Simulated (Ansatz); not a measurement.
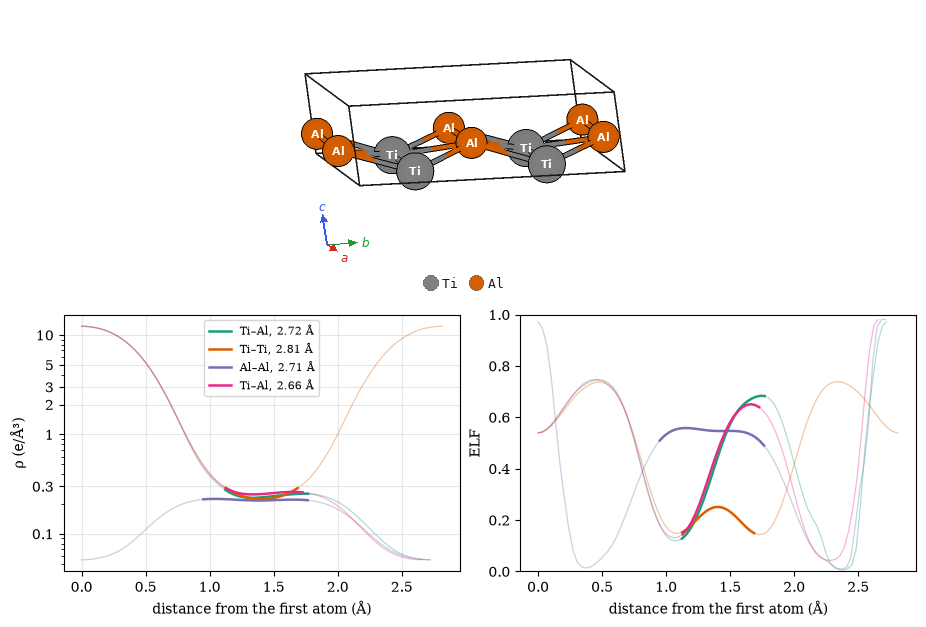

The picture shows: TiAl. Valence electron density and ELF along straight lines between neighbouring atoms. Thin, pale parts lie inside the atomic spheres. The structure is drawn too.

Space group Cm; a point of a scan over the structure, not its minimum; a structure from a database of computed crystals, not necessarily the ambient phase; not relaxed (largest force 1.0 eV/Å); computed without spin polarisation; PAW files of the earlier set (soft_1).

The calculation used Ansatz 0.2.0, DFT LDA, scalar-relativistic, plane waves, PAW.

The density is the valence pseudo-density of a PAW calculation; it isn't the true density close to the nuclei.

```xyz
8
Lattice="-2.8120 4.8705 0.0000 0.0000 0.0000 9.1801 2.8120 0.0000 0.0000" Properties=species:S:1:pos:R:3 pbc="T T T"
Ti   -2.0132    3.6529    6.8665
Ti   -0.6072    1.2176    2.2765
Ti   -0.6072    1.2176    6.9036
Ti   -2.0132    3.6529    2.3136
Al    0.5330    0.3494    4.5900
Al   -0.8730    2.7846    0.0000
Al   -0.8730    2.8976    4.5900
Al    0.5330    0.4624    0.0000
```

**Compare the contacts.**

Ti–Al (2.72 Å): ρ at the midpoint is about 0.23 e/Å³; the ELF is about 0.40 at the midpoint.
Ti–Ti (2.81 Å): the density is about 0.22 e/Å³ at the midpoint; the ELF is about 0.25 at the midpoint; no localised pair shows between them.
Al–Al (2.71 Å): the density is about 0.22 e/Å³ at the midpoint; the ELF is about 0.55 at the midpoint.
Ti–Al (2.66 Å): ρ is about 0.25 e/Å³ halfway; the ELF is about 0.35 at the midpoint.
